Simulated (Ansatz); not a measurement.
# Geometry relaxation, with input and output: Ga₂O₃ (part 2 of 2)

Continued. System: Ga₂O₃ (C2/m, 10 atoms in the cell). Method: DFT PBEsol, scalar-relativistic, plane waves, PAW, no spin polarisation (Ansatz 0.2.0); cutoff 420 eV, 8×8×4 k-mesh, Gaussian smearing of 0.02 eV. The structure derives from a Materials Project entry.

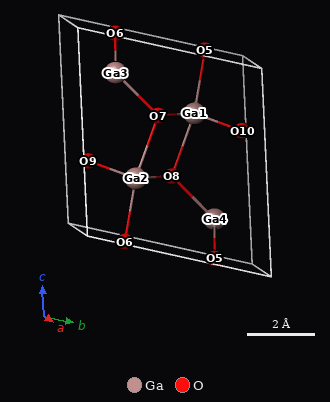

Fig. 1: The geometry at step 3 of the log (ball-and-stick view of the reduced cell, seen slightly off an axis; atoms are numbered from 1 in the order of the input).

**Output, continued**
```
--- Forces (eV/Å), atoms counted from 1 ---
  atom   1  Ga    -0.00225034    -0.00000000     0.00385283
  atom   2  Ga     0.00225034     0.00000000    -0.00385283
  atom   3  Ga     0.00234275    -0.00000000     0.00237842
  atom   4  Ga    -0.00234275     0.00000000    -0.00237842
  atom   5  O     -0.00056427    -0.00000000     0.00047227
  atom   6  O      0.00056427     0.00000000    -0.00047227
  atom   7  O     -0.00203551    -0.00000000    -0.00110268
  atom   8  O      0.00203551     0.00000000     0.00110268
  atom   9  O     -0.00051199    -0.00000000     0.00325352
  atom  10  O      0.00051199     0.00000000    -0.00325352
  max |Σ_I F_I| component: 1.08e-19 eV/Å
--- Stress (GPa, compression-positive) ---
       -0.010846       0.000000      -0.015932
        0.000000      -0.018186      -0.000000
       -0.015932      -0.000000       0.001228
  P = ⅓ Tr σ = -0.0093 GPa (-0.093 kbar)
--- Band table (eV; the first three rows and the last of 78) ---
  k-point 0: bands = ["-10.8965", "-9.7171", "-9.7008", "-9.5946", "-9.1116", "-9.1049", "-5.0097", "-4.9768", "-4.9713", "-4.9215", "-4.7965", "-4.7874", "-4.7823", "-4.7718", "-4.7181", "-4.5913", "-4.5883", "-4.5832", "-4.5454", "-4.5326", "-4.5128", "-4.5124", "-4.4560", "-4.3664", "-4.2136", "-4.1703", "0.8976", "1.9631", "3.1352", "3.7365", "4.3809", "5.2687", "5.3445", "5.7125", "5.9444", "6.0418", "6.2694", "6.3505", "6.9639", "7.2425", "7.2564", "7.4452", "7.6427", "7.9197", "10.1607", "13.4668", "14.4800", "14.5167", "15.5265", "16.4790", "17.1459", "17.2228", "18.9658", "20.0937"]
  k-point 1: bands = ["-10.7881", "-9.9207", "-9.7085", "-9.5068", "-9.1834", "-9.0565", "-4.9929", "-4.9786", "-4.9730", "-4.9182", "-4.8854", "-4.8174", "-4.7701", "-4.7482", "-4.7075", "-4.6134", "-4.6052", "-4.5846", "-4.5814", "-4.5259", "-4.5107", "-4.4893", "-4.4542", "-4.3320", "-4.3186", "-3.9814", "1.1715", "2.2411", "2.8377", "3.7623", "4.5226", "5.2714", "5.5077", "5.5769", "5.9039", "5.9074", "6.0829", "6.3304", "6.6989", "7.0339", "7.2718", "7.3614", "7.4575", "7.6668", "11.1121", "13.6359", "14.2850", "14.6872", "15.3703", "16.2790", "17.0764", "17.5729", "19.4140", "20.0416"]
  k-point 2: bands = ["-10.6182", "-10.1526", "-9.7167", "-9.4411", "-9.2125", "-9.0607", "-4.9796", "-4.9750", "-4.9627", "-4.9493", "-4.8948", "-4.8854", "-4.7470", "-4.7131", "-4.7114", "-4.6406", "-4.6389", "-4.5951", "-4.5573", "-4.5555", "-4.5090", "-4.4558", "-4.4529", "-4.3766", "-4.2916", "-3.8793", "1.7946", "2.0216", "2.8550", "3.6296", "4.6890", "5.1961", "5.3767", "5.6722", "5.8890", "5.9056", "6.0148", "6.3569", "6.3846", "6.5145", "7.2666", "7.2860", "7.4276", "7.6294", "12.5457", "12.6796", "14.5003", "14.9746", "15.5117", "15.5857", "17.6070", "17.6854", "19.3688", "19.4712"]
  k-point 77: bands = ["-10.4886", "-10.0600", "-9.8878", "-9.5642", "-9.2567", "-8.9953", "-4.9888", "-4.9845", "-4.9827", "-4.9615", "-4.9139", "-4.9123", "-4.7826", "-4.7395", "-4.7252", "-4.7115", "-4.6408", "-4.6367", "-4.5751", "-4.5718", "-4.5072", "-4.4961", "-4.4512", "-4.4186", "-3.9115", "-3.7273", "2.2121", "2.4787", "2.6913", "3.2399", "4.2723", "4.7652", "4.9714", "5.2388", "5.5134", "5.7410", "6.1052", "6.6792", "7.0300", "7.2140", "7.2789", "7.3189", "7.3391", "7.9247", "12.9569", "13.0875", "14.0076", "14.3104", "14.7649", "15.3538", "17.5063", "17.9644", "19.4498", "19.8153"]
--- Relaxed structure (4 steps of the walk, 4 accepted, 1 SCFs on fresh bases) ---
  F+E_penalty+E_count = -18341.82720939 eV   max|allowed force component| = 3.853e-3 eV/Å   (the final SCF, on the basis selected at the relaxed cell)
  cell:  # Å, volume = 105.5983 Å³
    - [6.138713472297634, -1.523659856987861, 0.003636093305923626]
    - [6.138713472297634, 1.523659856987861, 0.003636093305923626]
    - [-1.3804415248105906, 2.002060507716416e-34, 5.644152718102084]
  atoms:
    - { symbol: Ga, position: [0.34126813186833416, 0.34126813186833416, 0.6854239420118732] }
    - { symbol: Ga, position: [0.6587318681316658, 0.6587318681316658, 0.3145760579881269] }
    - { symbol: Ga, position: [0.9094817733159486, 0.9094817733159486, 0.2046052829184173] }
    - { symbol: Ga, position: [0.09051822668405142, 0.09051822668405142, 0.7953947170815827] }
    - { symbol: O, position: [0.5037661249987012, 0.5037661249987012, 0.7440673759454339] }
    - { symbol: O, position: [0.4962338750012987, 0.4962338750012987, 0.2559326240545661] }
    - { symbol: O, position: [0.8267789415028581, 0.8267789415028581, 0.43723025368537766] }
    - { symbol: O, position: [0.17322105849714176, 0.17322105849714176, 0.5627697463146224] }
    - { symbol: O, position: [0.1652737566260523, 0.1652737566260523, 0.10958921002382073] }
    - { symbol: O, position: [0.8347262433739477, 0.8347262433739477, 0.8904107899761792] }
```

**Trajectory as extended XYZ (Å, eV, eV/Å), 5 frames, from step=1 to step=5**
```
10
Lattice="6.1402 -1.5238 0.0000 6.1402 1.5238 0.0000 -1.3841 0.0000 5.6503" Properties=species:S:1:pos:R:3:forces:R:3 step=1 energy=-18341.82638 pressure_GPa=-0.16
Ga    3.2411    0.0000    3.8720    0.0256   0.0000   0.0556
Ga    7.6552    0.0000    1.7783   -0.0256   0.0000  -0.0556
Ga   10.8854    0.0000    1.1595    0.0667   0.0000  -0.0221
Ga    0.0110    0.0000    4.4908   -0.0667   0.0000   0.0221
O     5.1547    0.0000    4.2001    0.0421   0.0000   0.0021
O     5.7416    0.0000    1.4502   -0.0421   0.0000  -0.0021
O     9.5468    0.0000    2.4679   -0.0276   0.0000   0.0241
O     1.3495    0.0000    3.1824    0.0276   0.0000  -0.0241
O     1.8691    0.0000    0.6168    0.0356   0.0000   0.0443
O     9.0272    0.0000    5.0336   -0.0356   0.0000  -0.0443
10
Lattice="6.1371 -1.5245 0.0030 6.1371 1.5245 0.0030 -1.3806 0.0000 5.6441" Properties=species:S:1:pos:R:3:forces:R:3 step=2 energy=-18341.82762 pressure_GPa=-0.02
Ga    3.2418    0.0000    3.8715    0.0034   0.0000   0.0093
Ga    7.6517    0.0000    1.7787   -0.0034   0.0000  -0.0093
Ga   10.8807    0.0000    1.1619    0.0243   0.0000  -0.0001
Ga    0.0128    0.0000    4.4882   -0.0243   0.0000   0.0001
O     5.1554    0.0000    4.2007    0.0158   0.0000   0.0040
O     5.7381    0.0000    1.4495   -0.0158   0.0000  -0.0040
O     9.5424    0.0000    2.4712    0.0105   0.0000   0.0125
O     1.3511    0.0000    3.1789   -0.0105   0.0000  -0.0125
O     1.8744    0.0000    0.6184    0.0082   0.0000   0.0145
O     9.0191    0.0000    5.0318   -0.0082   0.0000  -0.0145
10
Lattice="6.1370 -1.5242 0.0026 6.1370 1.5242 0.0026 -1.3810 0.0000 5.6440" Properties=species:S:1:pos:R:3:forces:R:3 step=3 energy=-18341.82785 pressure_GPa=0.01
Ga    3.2410    0.0000    3.8715    0.0003   0.0000  -0.0028
Ga    7.6520    0.0000    1.7778   -0.0003   0.0000   0.0028
Ga   10.8812    0.0000    1.1603    0.0061   0.0000   0.0051
Ga    0.0118    0.0000    4.4889   -0.0061   0.0000  -0.0051
O     5.1547    0.0000    4.2014    0.0085   0.0000   0.0026
O     5.7383    0.0000    1.4479   -0.0085   0.0000  -0.0026
O     9.5433    0.0000    2.4708    0.0042   0.0000   0.0111
O     1.3497    0.0000    3.1784   -0.0042   0.0000  -0.0111
O     1.8765    0.0000    0.6187    0.0006   0.0000   0.0057
O     9.0165    0.0000    5.0305   -0.0006   0.0000  -0.0057
10
Lattice="6.1387 -1.5237 0.0036 6.1387 1.5237 0.0036 -1.3804 0.0000 5.6442" Properties=species:S:1:pos:R:3:forces:R:3 step=4 energy=-18341.82787 pressure_GPa=0.00
Ga    3.2437    0.0000    3.8711   -0.0022   0.0000   0.0038
Ga    7.6533    0.0000    1.7803    0.0022   0.0000  -0.0038
Ga   10.8836    0.0000    1.1614    0.0024   0.0000   0.0024
Ga    0.0133    0.0000    4.4900   -0.0024   0.0000  -0.0024
O     5.1578    0.0000    4.2033   -0.0006   0.0000   0.0005
O     5.7392    0.0000    1.4481    0.0006   0.0000  -0.0005
O     9.5471    0.0000    2.4738   -0.0021   0.0000  -0.0010
O     1.3498    0.0000    3.1776    0.0021   0.0000   0.0010
O     1.8779    0.0000    0.6197   -0.0005   0.0000   0.0032
O     9.0191    0.0000    5.0317    0.0005   0.0000  -0.0032
10
Lattice="6.1387 -1.5237 0.0036 6.1387 1.5237 0.0036 -1.3804 0.0000 5.6442" Properties=species:S:1:pos:R:3:forces:R:3 step=5 energy=-18341.82721 pressure_GPa=-0.01
Ga    3.2437    0.0000    3.8711   -0.0022   0.0000   0.0039
Ga    7.6533    0.0000    1.7803    0.0022   0.0000  -0.0039
Ga   10.8836    0.0000    1.1614    0.0023   0.0000   0.0024
Ga    0.0133    0.0000    4.4900   -0.0023   0.0000  -0.0024
O     5.1578    0.0000    4.2033   -0.0006   0.0000   0.0005
O     5.7392    0.0000    1.4481    0.0006   0.0000  -0.0005
O     9.5471    0.0000    2.4738   -0.0020   0.0000  -0.0011
O     1.3498    0.0000    3.1776    0.0020   0.0000   0.0011
O     1.8779    0.0000    0.6197   -0.0005   0.0000   0.0033
O     9.0191    0.0000    5.0317    0.0005   0.0000  -0.0033
```

This output came from the following input.

**Input**
```yaml
crystal:
  lattice:
    - [6.1402367086, -1.5237836756, 0.0]
    - [6.1402367086, 1.5237836756, 0.0]
    - [-1.3841308865, 0.0, 5.6503488592]
  atoms:
    - { symbol: Ga, position: [0.3411617, 0.3411617, 0.68526966] }
    - { symbol: Ga, position: [0.6588383, 0.6588383, 0.31473034] }
    - { symbol: Ga, position: [0.9095256, 0.9095256, 0.205214] }
    - { symbol: Ga, position: [0.0904744, 0.0904744, 0.794786] }
    - { symbol: O, position: [0.50353087, 0.50353087, 0.74333591] }
    - { symbol: O, position: [0.49646913, 0.49646913, 0.25666409] }
    - { symbol: O, position: [0.82662894, 0.82662894, 0.43676984] }
    - { symbol: O, position: [0.17337106, 0.17337106, 0.56323016] }
    - { symbol: O, position: [0.16450498, 0.16450498, 0.10915408] }
    - { symbol: O, position: [0.83549502, 0.83549502, 0.89084592] }
basis:
  ecutwfc: 420
kpoints:
  mp_grid: { grid: [8, 8, 4] }
hamiltonian:
  xc: pbesol
scf:
  occupations: { method: gaussian, width: 0.02 }
output:
  forces: true
  stress: true
  eigenvalues: true
relax:
  adjacent_minimum: "off"
  f_tol: 0.005
  max_steps: 80
  cell: { stress_tol: 0.05 }
```

Run as:
```bash
ansatz run input.yaml --threads 8 --pin off --max-ram 16384MiB --backend cpu --events-out ev --progress --plain --runs-dir out
```

**Key numbers**

| quantity | value |
| --- | --- |
| outcome | converged |
| space group (tolerance 0.01 Å) | C2/m (12) |
| electrons treated | 88 |
| free energy | −18341.8272 eV |
| Fermi energy | 9.047 eV |
| gap on the k-point mesh | 2.23 eV |
| pressure | −0.01 GPa |
| final volume | 105.60 Å³ |
| largest force (length of the vector) at the end | 0.004 eV/Å |
| final cell | a = 6.325 Å, b = 6.325 Å, c = 5.811 Å, α = 103.30°, β = 103.30°, γ = 27.88° |
| hardware | 8 threads of AMD EPYC (Zen 4), 24 GiB of memory available, shared host |
| wall time | 9.8 s (CPU time 71 s) |
| peak memory | 0.88 GiB |
